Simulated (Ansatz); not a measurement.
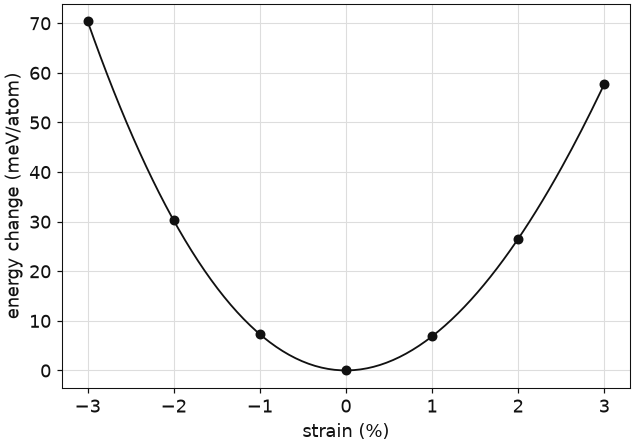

The plot gives the computed energy change against strain for Al₂Ru, space group I4/mmm (No. 139).

The given structure:
```yaml
crystal:
  lattice:
    - [3.12182, 0.00000, 0.00000]
    - [0.00000, 3.12182, 0.00000]
    - [0.00000, 0.00000, 8.44498]
  atoms:
    - { symbol: Al, position: [0.50000, 0.50000, 0.15909] }
    - { symbol: Al, position: [0.00000, 0.00000, 0.34091] }
    - { symbol: Al, position: [0.00000, 0.00000, 0.65909] }
    - { symbol: Al, position: [0.50000, 0.50000, 0.84091] }
    - { symbol: Ru, position: [0.00000, 0.00000, 0.00000] }
    - { symbol: Ru, position: [0.50000, 0.50000, 0.50000] }
```

Calculation (Ansatz 0.2.0): energy, stress and cell of a relaxed crystal along a series of strains, atoms and what the cell freedom names relaxed within the symmetry; stress is positive in compression; plane waves with PAW datasets, Γ-centred k mesh; energies extrapolated to zero smearing. Level: r2SCAN, no spin polarisation.

wave cutoff 500 eV; k mesh 12×12×4; occupations Gaussian; smearing width 0.1 eV; strain kind isotropic; cell freedom cell held, all vectors scaled.

From this curve and the settings, what does the calculation give for the stress zz and stress xx at the same points?

The stress zz falls from 20.11 GPa at strain −3 % to −12.86 GPa at 3 %, and changes sign near 0 %. The stress xx falls from 20.57 GPa at strain −3 % to −13.69 GPa at 3 %, and changes sign near 0 %.

| strain (%) | stress zz (GPa) | stress xx (GPa) |
| --- | --- | --- |
| −3 | 20.11 | 20.57 |
| −2 | 12.42 | 12.80 |
| −1 | 5.74 | 5.98 |
| 0 | −0.03 | 0.00 |
| 1 | −4.97 | −5.22 |
| 2 | −9.23 | −9.76 |
| 3 | −12.86 | −13.69 |
